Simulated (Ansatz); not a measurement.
MgZn₃O₄

Space group Cm. The cell comes from a database of computed structures, not from a measurement.

Input

```
crystal:
  lattice:
    - [0.0, 3.25441746, 0.0]
    - [-2.6711651497, 0.0, 4.9395585555]
    - [5.8978414162, -1.62720873, 0.0]
  atoms:
    - { symbol: Mg, position: [0.25131619, 0.91995415, 0.50263238] }
    - { symbol: Zn, position: [0.75063095, 0.41572154, 0.5012619] }
    - { symbol: Zn, position: [0.49926681, 0.830192, 0.99853362] }
    - { symbol: Zn, position: [0.99983608, 0.33513509, 0.99967216] }
    - { symbol: O, position: [0.06136172, 0.72887431, 0.12272344] }
    - { symbol: O, position: [0.55849377, 0.22510758, 0.11698754] }
    - { symbol: O, position: [0.8087079, 0.14001681, 0.6174158] }
    - { symbol: O, position: [0.30834559, 0.64291554, 0.61669118] }
basis:
  ecutwfc: 500
  fft_grid_basis: typed
kpoints:
  mp_grid: { grid: [8, 6, 8] }
hamiltonian:
  xc: r2scan
  pseudopotentials: { kind: paw }
scf:
  occupations: { method: gaussian, width: 0.05 }
output:
  forces: true
  stress: true
  eigenvalues: true
  bader: true
  write_density: true
  volumetric_format: npy
  elf: true
```

Command:

```sh
ansatz run input.yaml --threads 2 --pin off --max-ram 4096MiB --backend cpu --events-out ev --progress --plain --runs-dir out
```

The picture shows the conventional cell (a = 11.80 Å, b = 3.25 Å, c = 5.62 Å, α = 90.00°, β = 118.40°, γ = 90.00°).

Method: Ansatz, DFT r2SCAN, scalar-relativistic, plane waves, PAW.

Question: How does the converged density differ from a superposition of free atoms?

Answer: Mg–O (1.96 Å): Δρ is +0.09 e/Å³ at the midpoint (close to a masked core, so read it with care).
- O–Zn (1.97 Å): Δρ is +0.03 e/Å³ at the midpoint (close to a masked core, so read it with care).
- Mg–Zn (3.19 Å): Δρ is +0.012 e/Å³ at the midpoint.
- Mg–Mg (3.25 Å): Δρ is +0.03 e/Å³ at the midpoint.
- Over the whole cell, outside the masked cores, the largest gain lies at the edge of the masked core of O, and the largest loss lies at the edge of the masked core of Zn.
- The rearranged charge, half the integral of |Δρ|, is about 0.29 e an atom.
- Bader charges: Mg +1.74, Zn +1.27 and O −1.49 to −1.29 e.

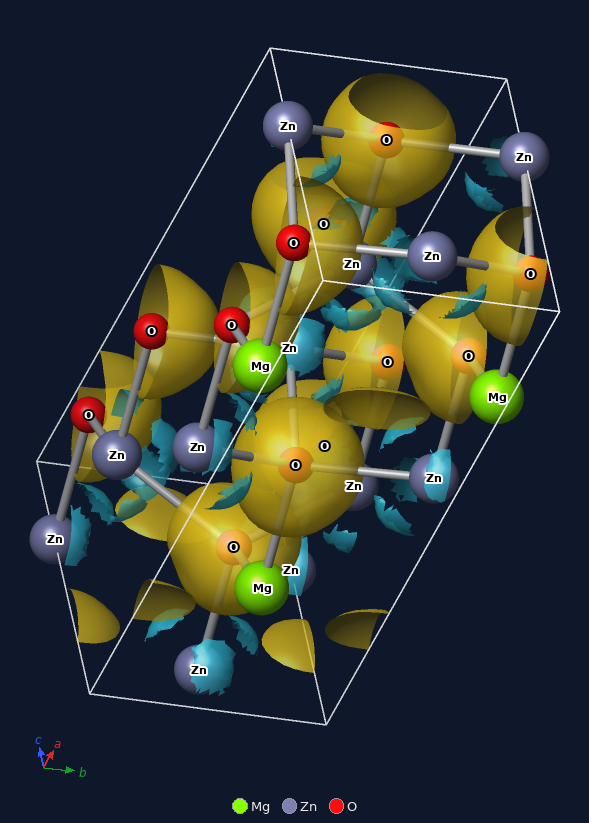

Computed deformation density: yellow surfaces at +0.08 and cyan ones at −0.08 e/Å³, in the conventional cell seen at an oblique angle (the regions close to the nuclei are left out).

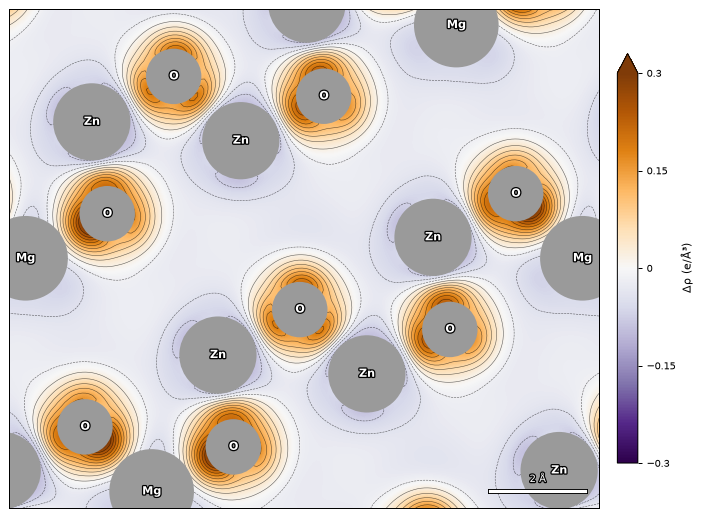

Computed deformation density: a map on the (010) plane of the conventional cell, with grey discs over the atomic cores.

Cores are masked to 0.9 Å (Mg), 0.8 Å (Zn) and 0.6 Å (O).

In a PAW calculation such maps are meaningful between the atoms, not at the nuclei.

Run time: 4.1 min on 2 threads of AMD EPYC (Zen 3), on a shared host, peak memory 0.8 GiB.
